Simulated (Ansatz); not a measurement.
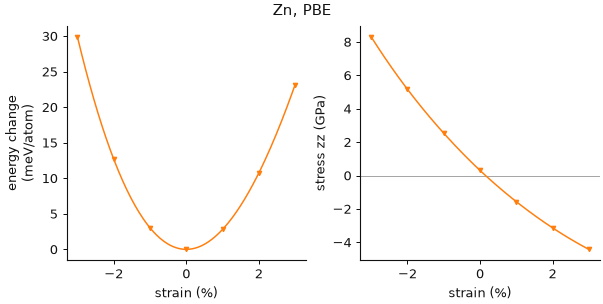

The figure shows the energy change and stress zz against strain for Zn, space group Fm-3m (No. 225).

Cell as given: a = 2.778 Å, b = 2.778 Å, c = 3.929 Å, α = 90.00°, β = 90.00°, γ = 90.00°; 2 atoms.

Calculation (Ansatz 0.2.0): energy, stress and cell of a relaxed crystal along a series of strains, atoms and what the cell freedom names relaxed within the symmetry; stress is positive in compression; plane waves with PAW datasets, Γ-centred k mesh; energies extrapolated to zero smearing. Level: PBE, no spin polarisation.

wave cutoff 420 eV; k mesh 16×16×10; occupations Gaussian; smearing width 0.1 eV; strain kind isotropic; cell freedom cell held, all vectors scaled.

Give the values behind the plot as a table.

```
strain (%)  energy change (meV/atom)  stress zz (GPa)
        -3                     29.91             8.31
        -2                     12.71             5.17
        -1                      3.04             2.54
         0                      0.00             0.31
         1                      2.80            -1.56
         2                     10.74            -3.13
         3                     23.16            -4.42
```

Caveats: given cell holds a small stress on this mesh.
